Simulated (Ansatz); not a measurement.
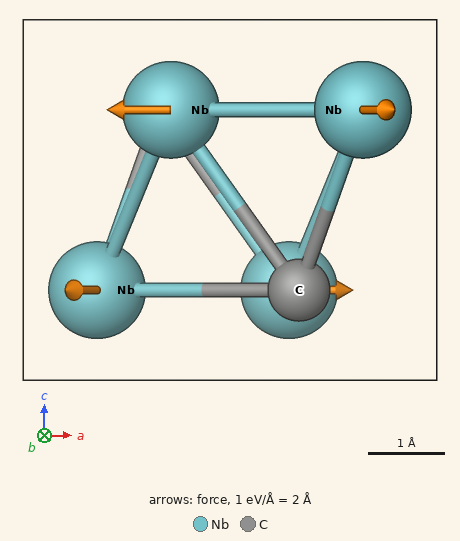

Starting geometry of crystalline Nb$_{3}$C (a generated structure, set up in P6_3/mmc) (coarse preliminary run) with the computed forces as orange arrows. The picture is a ball-and-stick view of the cell of the calculation, seen along the b axis.

Method: DFT PBE, scalar-relativistic, plane waves, PAW in Ansatz.

Input
```yaml
crystal:
  lattice:
    - [6.30086518, 0.0, 0.0]
    - [-3.15043259, 5.45670931, 0.0]
    - [0.0, 0.0, 4.75855819]
  atoms:
    - { symbol: Nb, position: [0.35710081, 0.17855041, 0.75] }
    - { symbol: Nb, position: [0.82144959, 0.64289919, 0.75] }
    - { symbol: Nb, position: [0.17855041, 0.82144959, 0.25] }
    - { symbol: Nb, position: [0.64289919, 0.82144959, 0.25] }
    - { symbol: Nb, position: [0.17855041, 0.35710081, 0.25] }
    - { symbol: Nb, position: [0.82144959, 0.17855041, 0.75] }
    - { symbol: C, position: [0.66666667, 0.33333333, 0.25] }
    - { symbol: C, position: [0.33333333, 0.66666667, 0.75] }
basis:
  ecutwfc: 420
kpoints:
  mp_grid: { grid: [3, 3, 4] }
hamiltonian:
  xc: pbe
scf:
  occupations: { method: gaussian, width: 0.1 }
  lower_state_search: "off"
output:
  forces: true
  stress: true
  eigenvalues: true
relax:
  adjacent_minimum: "off"
  f_tol: 0.04
  max_steps: 70
  cell: { stress_tol: 0.4 }
```

Command:
```bash
ansatz run input.yaml --threads 1 --pin off --max-ram 2560MiB --backend cpu --events-out ev --progress --plain --runs-dir out
```

What follows when this structure is relaxed?

Answer. It isn't relaxed: the largest force vector, on Nb atoms, is 0.43 eV/Å. The atoms end up moving mostly along the starting forces (cosine between the two patterns 1.00). The largest moves relative to the cell, 0.099 Å, are those of Nb1, Nb2, Nb3, Nb4, Nb5 and Nb6. Nb1 goes along [−2 −1 0]. C stays in place. The drawn cell changes as follows: a = b 6.301 → 5.322 Å (−15.5 %), c 4.759 → 4.808 Å (+1.0 %); the volume changes by −27.9 %. Among the contacts that change: Nb1–Nb2 3.375 → 2.680 Å, Nb1–C8 3.153 → 2.661 Å, Nb1–Nb2 (another image) 2.926 → 2.642 Å, Nb1–Nb3 3.075 → 2.859 Å. New bonds form: Nb1–Nb2 (3.38 → 2.68 Å), Nb1–Nb6 (3.38 → 2.68 Å), Nb2–Nb6 (3.38 → 2.68 Å), Nb3–Nb4 (3.38 → 2.68 Å). Among the angles between lasting bonds that change: Nb1–C7–Nb1 109.3° → 115.2°, Nb1–C7–Nb2 60.2° → 55.3°, Nb1–C7–Nb2 146.3° → 148.9°. The space group stays P6_3/mmc (No. 194). Over 6 accepted moves (7 points after the start) the energy falls by 6.673 eV per cell of the calculation. The largest force component goes from 0.43 to 0.0042 eV/Å. The pressure goes from −29.96 to −0.06 GPa. The SCF was repeated once at an unchanged geometry on a basis and grid sized afresh for the cell, which shifted the energy by 7.8 meV per cell of the calculation at most. Cost: 42 s on 1 thread of Arm Neoverse V1, on a shared host, peak memory 0.42 GiB.
